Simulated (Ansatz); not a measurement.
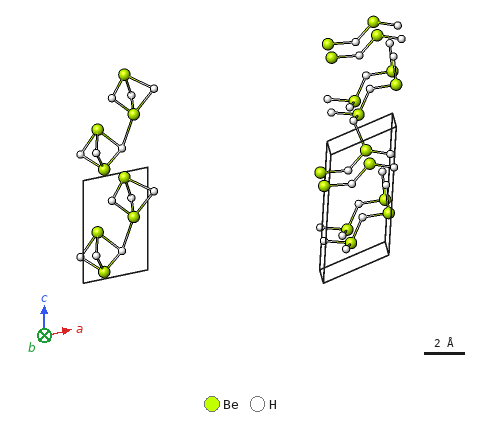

Two geometries of a crystal of Be2H3 (built on the corundum_167 type) (coarse preliminary run), drawn at one scale. One is the start of a relaxation, the other its converged end. A ball-and-stick model of the cell of the calculation, reduced to other axes, repeated 1 × 1 × 2 with one cell outlined, seen along the b axis. Lengths and directions refer to the drawn axes.

The calculation used Ansatz, DFT PBE, scalar-relativistic, plane waves, PAW. Settings: plane-wave cutoff 420 eV; k-point mesh 8 × 8 × 8; occupations gaussian; smearing width 0.1 eV; no spin polarisation; cell and atoms relaxed; force threshold 0.015 eV/Å; at most 120 steps.

**Which of the two is the end point?**

The right one is the relaxed one. Over 46 accepted moves (54 points after the start) the energy falls by 353 meV per atom. The largest force component goes from 1.7 to 0.014 eV/Å. The pressure goes from 2.13 to 0.00 GPa. The line search rejected the trial steps at points 10, 18, 25, 33, 42, 44 of the run. The SCF was repeated twice at an unchanged geometry on a basis and grid sized afresh for the cell, which shifted the energy by 7.7 meV per atom at most. A Be atom moves most relative to the cell: 2.04 Å along [−1 −1 1]. By element the largest moves are Be 2.04 Å, H 1.37 Å. The volume changes by +23.0 %, with a 3.798 → 4.062 Å (+6.9 %), b 3.843 → 4.079 Å (+6.1 %), c 5.478 → 7.060 Å (+28.9 %), α 70.4° → 57.1°, β 70.6° → 56.6°, γ 60.6° → 61.0°. Some distances before and after: Be–H 1.551 → 3.850 Å, Be–H 3.592 → 1.668 Å, Be–H 1.598 → 3.403 Å, Be–H 1.739 → 3.448 Å. New bonds form: Be–H (1.81 → 1.42 Å), Be–H (1.93 → 1.44 Å), Be–H (1.99 → 1.49 Å), Be–H (2.09 → 1.45 Å). Bonds break: Be–H (1.54 → 3.22 Å), Be–H (1.55 → 3.85 Å), Be–H (1.60 → 3.40 Å). Among the angles between lasting bonds that change: H–Be–H 75.3° → 99.6°, H–Be–H 89.9° → 107.1°, H–Be–H 93.9° → 109.0°. The space group stays P1 (No. 1). Cost: 13 min on 1 thread of Intel(R) Xeon(R) 6975P-C (Granite Rapids) (shared host), peak memory 0.72 GiB.
